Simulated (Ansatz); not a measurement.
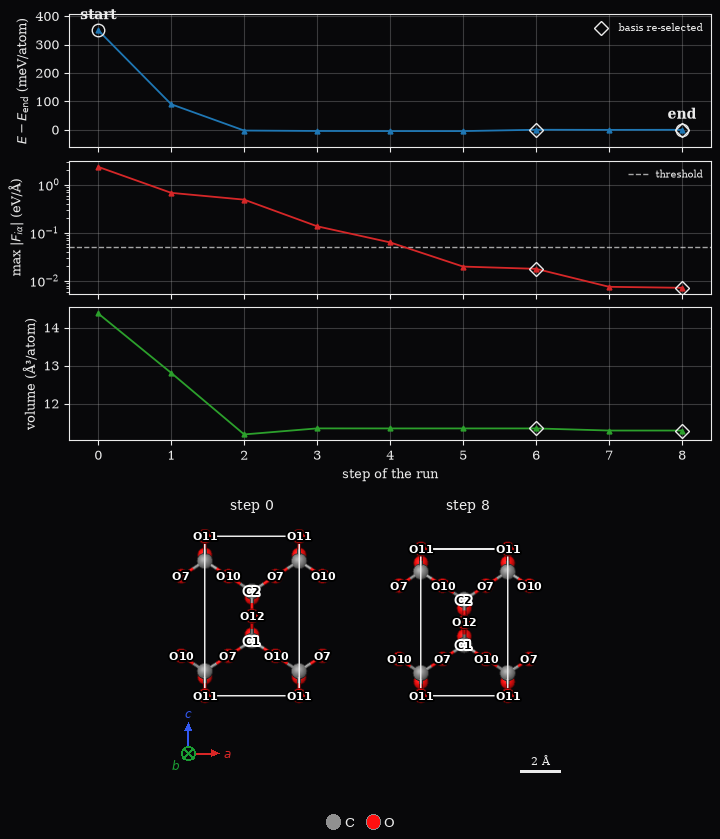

First and last geometry of a relaxation of a crystal of CO$_{2}$ (a generated structure, set up in Imma) (coarse preliminary run), with the history of the run. Style: ball-and-stick. Shown: the conventional cell (2 times the calculation's cell), along the b axis. Lengths and directions refer to the drawn axes.

Case: Si → C on all its sites, cell and atoms relaxed.

Method: DFT PBE, scalar-relativistic, plane waves, PAW (Ansatz 0.2.0).

Input
```yaml
crystal:
  lattice:
    - [-2.4078397381, 4.3954711734, 4.0734695694]
    - [2.4078397381, -4.3954711734, 4.0734695694]
    - [2.4078397381, 4.3954711734, -4.0734695694]
  atoms:
    - { symbol: C, position: [0.930512584, 0.8452085404, 0.0853040435] }
    - { symbol: C, position: [0.7400955031, 0.1547914596, 0.5853040435] }
    - { symbol: C, position: [0.069487416, 0.1547914596, 0.9146959565] }
    - { symbol: C, position: [0.2599044969, 0.8452085404, 0.4146959565] }
    - { symbol: O, position: [0.1332949682, 0.8832949682, 0.25] }
    - { symbol: O, position: [0.8667050318, 0.1167050318, 0.75] }
    - { symbol: O, position: [0.7934944812, 0.5, 0.7934944812] }
    - { symbol: O, position: [0.2065055188, 0.0, 0.7065055188] }
    - { symbol: O, position: [0.2065055188, 0.5, 0.2065055188] }
    - { symbol: O, position: [0.7934944812, 0.0, 0.2934944812] }
    - { symbol: O, position: [0.0, 0.0, 0.0] }
    - { symbol: O, position: [0.5, 0.0, 0.5] }
basis:
  ecutwfc: 420
kpoints:
  mp_grid: { grid: [6, 6, 6] }
hamiltonian:
  xc: pbe
scf:
  occupations: { method: gaussian, width: 0.1 }
output:
  forces: true
  stress: true
  eigenvalues: true
relax:
  adjacent_minimum: "off"
  f_tol: 0.05
  max_steps: 60
  cell: { stress_tol: 0.5 }
```

Run as
```bash
ansatz run input.yaml --threads 2 --pin off --max-ram 5120MiB --backend cpu --events-out ev --progress --plain --runs-dir out
```

### What do the curves and the structures tell?

It converged. After 6 accepted moves (8 points after the start) the energy has fallen by 350 meV per atom. The largest force component goes from 2.4 to 0.0072 eV/Å. Pressure: −25.25 GPa at the start and 0.03 GPa at the end. The SCF was repeated twice at an unchanged geometry on a basis and grid sized afresh for the cell, which shifted the energy by 4.7 meV per atom at most. The largest moves relative to the cell, 0.16 Å, are those of O5 and O6. O5 goes along +c. By element the largest moves are O 0.16 Å, C 0.02 Å. The drawn cell changes as follows: a 4.816 → 4.439 Å (−7.8 %), b 8.791 → 8.138 Å (−7.4 %), c 8.147 → 7.502 Å (−7.9 %); the volume changes by −21.4 %. Some distances before and after: C1–O11 1.467 → 1.362 Å, C1–O10 1.479 → 1.398 Å. Bond angles that change, for instance: C1–O5–C4 155.8° → 142.6°, C1–O7–C2 151.2° → 141.5°, O5–C4–O8 110.7° → 118.4°. The space group stays Imma (No. 74). Cost: 94 s on 2 threads of Arm Neoverse V1, on a shared host, peak memory 0.59 GiB.

```csv
step,"E − E(0), meV/atom","largest force component, eV/Å","pressure, GPa","volume, Å³/atom",note
0,0.00,2.3670,-25.25,14.371,
1,-260.22,0.6812,-15.94,12.807,
2,-352.83,0.4917,2.75,11.188,
3,-354.33,0.1371,-0.23,11.347,
4,-354.68,0.0633,-0.08,11.346,
5,-354.74,0.0199,0.05,11.346,
6,-350.03,0.0178,-0.75,11.346,"same geometry, new basis"
7,-350.45,0.0075,0.07,11.291,
8,-350.17,0.0072,0.03,11.291,"same geometry, new basis"
```
